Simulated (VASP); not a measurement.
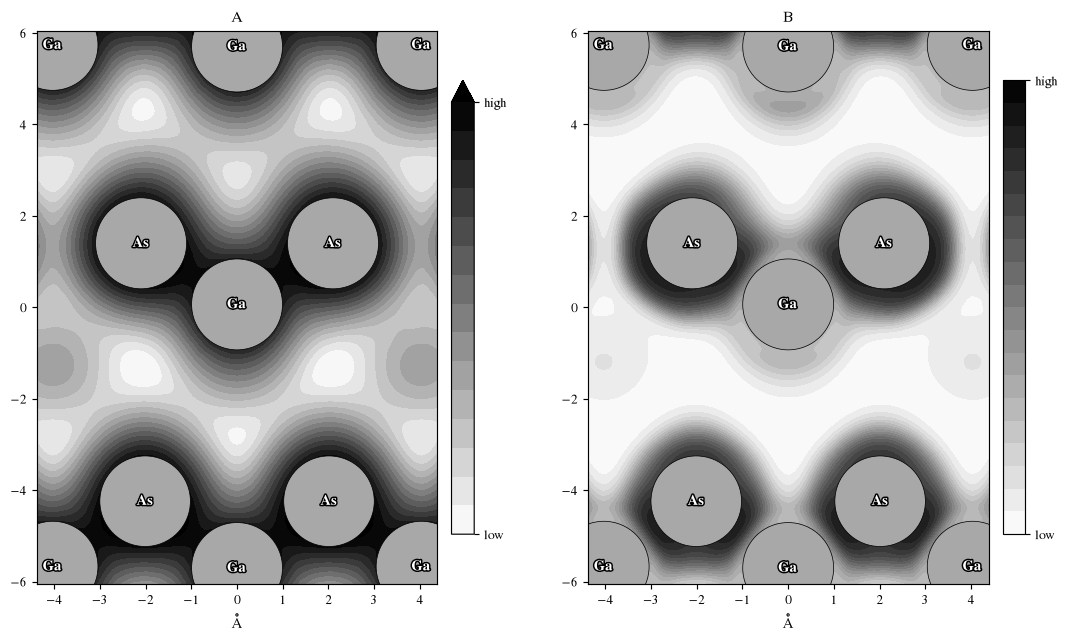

Ga7As8 (cell with a defect): 2 fields on the (11̄0) plane of the calculation cell, with unlabelled colour scales. Grey discs cover the atomic cores.

Level of theory: VASP 6.6.1, Kohn-Sham DFT of a periodic cell, PBE, VASP PAW PBE potentials, recommended.

> The panels show electron localisation function and valence pseudo-density in some order. Assign them.

Panel A: valence pseudo-density. Panel B: electron localisation function. From the grid: Ga–As (2.48 Å): the density is about 0.48 e/Å³ at the midpoint; the ELF is about 0.80 at the midpoint.
